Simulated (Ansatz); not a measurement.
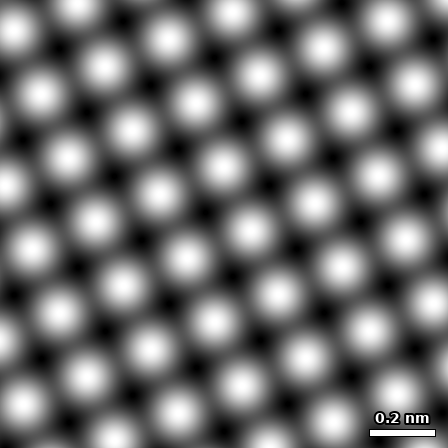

iDPC-like image of Zn (Im-3m, No. 229). Simulated as the projected potential of neutral atoms (B = 0.3 Å²) blurred by a 1.04 Å probe, the thin-sample limit of integrated differential phase contrast. The display is stretched by a gamma of 0.65; percentages refer to the linear signal. Structure used: the input geometry of an electronic-structure calculation (not necessarily at equilibrium); the starting structure was generated, so it need not be a known form of this composition.

```xyz
2
Lattice="3.0691 0.0000 0.0000 0.0000 3.0691 0.0000 0.0000 0.0000 3.0691" Properties=species:S:1:pos:R:3 pbc="T T T"
Zn    0.0000    0.0000    0.0000
Zn    1.5345    1.5345    1.5345
```

Question: Along which zone axis is the crystal seen: [111], [221], [211] or [001]? (Directions equivalent by symmetry count as one.)

Answer: [001]. The projected cells are 2.51 × 2.51 Å, 120° for [111]; 0.72 × 2.17 Å, 90° for [221]; 0.89 × 2.17 Å, 90° for [211]; 2.17 × 2.17 Å, 90° for [001], and the image repeats as the [001] one does.
